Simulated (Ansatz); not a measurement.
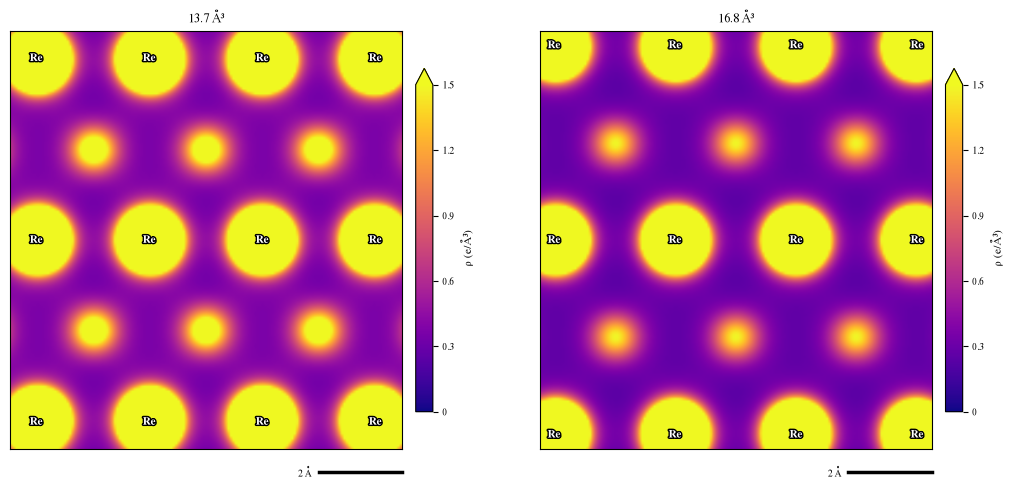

Re. The valence electron density of cells scaled evenly to different volumes (given per atom above each panel), on the (101̄) plane of each (indices in the axes of the cell below), at one length scale and on one colour scale.

A generated structure, not necessarily the stable one; computed without spin polarisation.

Theory: DFT, BLYP, plane waves (420 eV) with PAW, scalar-relativistic (Ansatz).

Core electrons are frozen (PAW), and the valence fields are smoothed inside the atomic spheres.

The largest cell:

```cif
data_structure
_symmetry_space_group_name_H-M 'P 1'
_symmetry_Int_Tables_number 1
_cell_length_a 2.8873
_cell_length_b 2.8873
_cell_length_c 5.4713
_cell_angle_alpha 105.315
_cell_angle_beta 105.315
_cell_angle_gamma 119.981
_cell_volume 33.55
loop_
_atom_site_label
_atom_site_type_symbol
_atom_site_fract_x
_atom_site_fract_y
_atom_site_fract_z
_atom_site_occupancy
Re1 Re 0.95826 0.04174 0.00000 1
Re2 Re 0.79174 0.20826 0.50000 1
```

| volume (Å³/atom) | Re–Re contact in the plane (Å) | ρ at its midpoint (e/Å³) | pressure (GPa) | 
| --- | --- | --- | --- |
| 13.67 | 2.697 | 0.462 | 55.2 | 
| 16.15 | 2.851 | ? | ? | 
| 16.78 | 2.887 | 0.344 | −20.8 | 

What values belong in the row with question marks?

Answer. Over the known rows ln ρ falls by 1.55 per Å of Re–Re distance (the line through the two), which gives 0.364 e/Å³ at 2.851 Å; the calculation gives 0.363 e/Å³. For the pressure, a straight line in volume between the neighbouring rows gives −5.4 GPa; the calculation gives −11.6, lower because pressure rises ever faster on compression.
